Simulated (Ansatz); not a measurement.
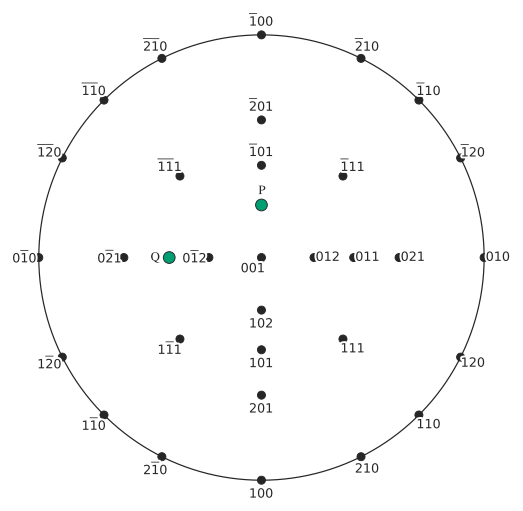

Crystal: Sn, coordinates from a relaxation with DFT PBE, scalar-relativistic, plane waves, PAW in Ansatz 0.2.0. Stereographic projection of plane normals (upper hemisphere) centred on (0 0 1). Geometry calculated from the standardised cell; symmetry tolerance 0.002 Å.

a = 6.658 Å, b = 6.658 Å, c = 6.658 Å, α = 90.00°, β = 90.00°, γ = 90.00°.

Index the poles marked P, Q.

Answer. P is (−1 0 2), 26.6° from the centre; Q is (0 −1 1), 45.0° from the centre.

What is the angle between the normals of (2 1 0) and (1 0 0), and what are their d_hkl = 1/|g|?

Answer. 26.6°; d = 2.978 Å and 6.658 Å.
